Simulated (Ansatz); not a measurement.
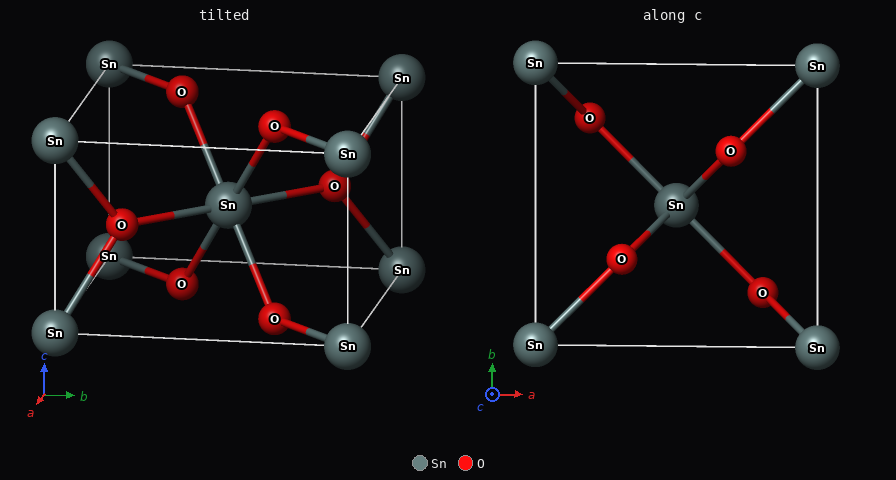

The crystal in a ball-and-stick representation, seen slightly off an axis and along the c axis. Thin lines show the unit cell, with boundary atoms drawn in all their periodic places.

Cell constants: a = 4.827 Å, b = 4.827 Å, c = 3.239 Å, α = 90.00°, β = 90.00°, γ = 90.57°.

Connected in the drawing: O–Sn up to 2.63 Å (cut-off distances).

> What composition does the cell have?

SnO₂. The cell holds 2 Sn, 4 O, counting shared atoms by their share.

> In how many dimensions do the bonds extend?

The bonds build a three-dimensional framework.

> Identify the parent structure behind the distortion.

Strictly the space group is Cmmm (No. 65, within 0.01 Å). It is a distorted form of a primitive tetragonal structure, space group P4_2/mnm (No. 136) within 0.25 Å: rutile.

The model was built from a structure type known for this compound. The cell was then strained or its atoms displaced on purpose. Ansatz was used for an electronic-structure calculation on it.
